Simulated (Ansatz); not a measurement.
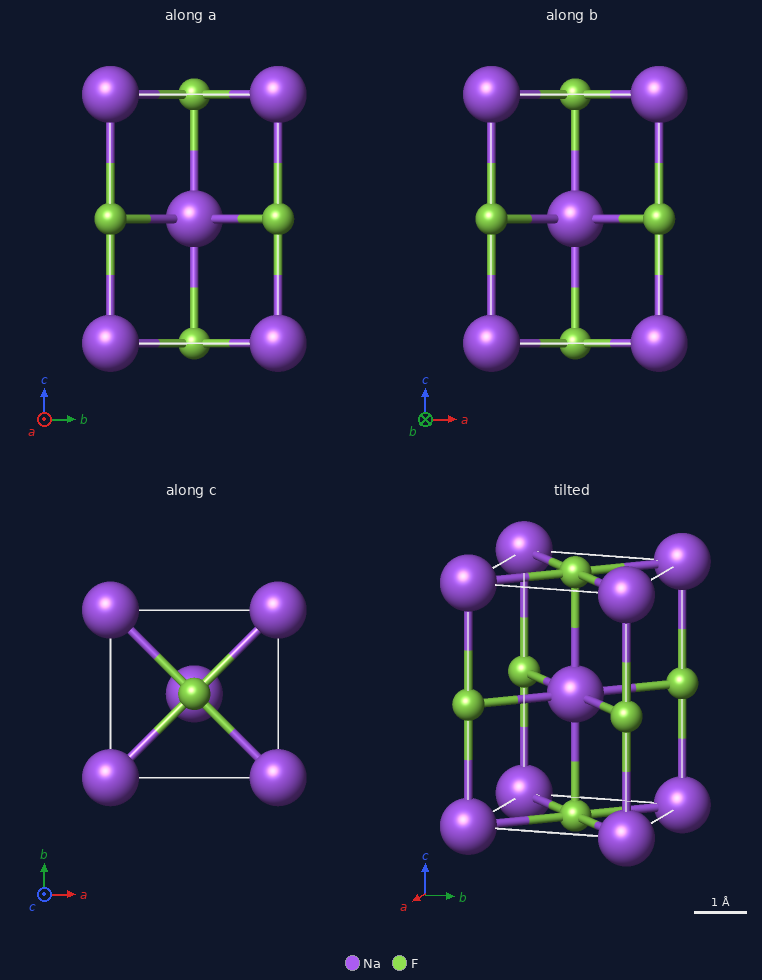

The image is a ball-and-stick drawing of a crystal, viewed along the a axis, along the b axis, along the c axis and slightly off an axis. The box is the conventional unit cell; atoms on or close to its faces, edges and corners are drawn wherever they repeat.

Lattice parameters: a = 3.2487 Å, b = 3.2487 Å, c = 4.8241 Å, α = 90.000°, β = 90.000°, γ = 90.000°.

Q: Record the structure as a CIF in P1 with every atom of the cell.

A:
```cif
data_structure
_symmetry_space_group_name_H-M 'P 1'
_symmetry_Int_Tables_number 1
_cell_length_a 3.2487
_cell_length_b 3.2487
_cell_length_c 4.8241
_cell_angle_alpha 90.000
_cell_angle_beta 90.000
_cell_angle_gamma 90.000
_cell_volume 50.91
loop_
_atom_site_label
_atom_site_type_symbol
_atom_site_fract_x
_atom_site_fract_y
_atom_site_fract_z
_atom_site_occupancy
Na1 Na 0.0000 0.0000 0.0000 1
F1 F 0.5000 0.5000 0.0000 1
Na2 Na 0.5000 0.5000 0.5000 1
F2 F 0.0000 0.0000 0.5000 1
```

Starting structure: a structure type filled with these elements by a generator (whether the compound takes this form wasn't checked). The cell was then strained or its atoms displaced on purpose. An electronic-structure calculation with Ansatz was run on it.
